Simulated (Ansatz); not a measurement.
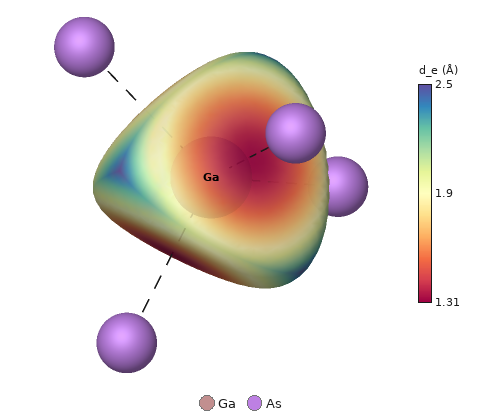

Hirshfeld surface computed for one Ga atom in GaAs in space group F-43m, coloured by d_e. Dashed lines lead to the closest neighbours outside.

The surface is where the fragment's share of the procrystal density (the sum of the densities of spherically averaged neutral Hartree-Fock atoms) equals one half. d_i and d_e are the distances from the surface to the nearest nucleus inside and outside.

Origin of the cell: a calculation's input that goes back to an entry of the Crystallography Open Database (an earlier step may have relaxed or displaced it).

Space group F-43m (No. 216). a = 5.654 Å, b = 5.654 Å, c = 5.654 Å, α = 90.00°, β = 90.00°, γ = 90.00°
```
atom  site  symmetry       x       y       z
  Ga    4a      -43m  0.0000  0.0000  0.0000
  As    4c      -43m  0.2500  0.7500  0.7500
```

**What is the shortest distance from the fragment to an atom outside it?**

Ga–As, 2.45 Å.

**How is the surface shared among contacts (nearest atom inside ··· nearest atom outside)?**

Ga···As 100 %. The surface faces 4 neighbours with more than 2 % of its area each: 4 As.

**Give the size and shape of the surface.**

It encloses about 12.8 Å³, has an area of about 28 Å² and a globularity of 0.93 (1 for a sphere).
